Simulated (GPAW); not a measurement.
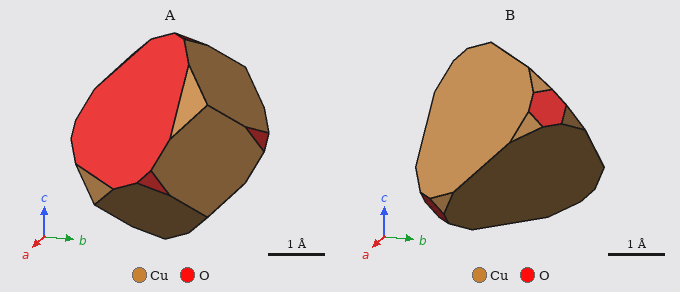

Computed Voronoi cells of the 2 sites of this structure, drawn to one scale and in one orientation; each face has the colour of the neighbour behind it.

Cu2O, space group Pn-3m:1 (No. 224), a = 4.260 Å, b = 4.260 Å, c = 4.260 Å, α = 90.00°, β = 90.00°, γ = 90.00°

```json
{"site": "Cu", "Wyckoff": "4b", "x": "0.7500", "y": "0.2500", "z": "0.7500"}
{"site": "O", "Wyckoff": "2a", "x": "0.5000", "y": "0.5000", "z": "0.5000"}
```

Origin: an entry of the Crystallography Open Database, as set up for an electronic-structure calculation.

### Which cell belongs to which site?

A is Cu (8 faces above 1 % of the solid angle, 14.3 Å³, facing Cu 52 %, O 48 %); B is O (4 faces above 1 % of the solid angle, 10.1 Å³, mostly facing Cu).
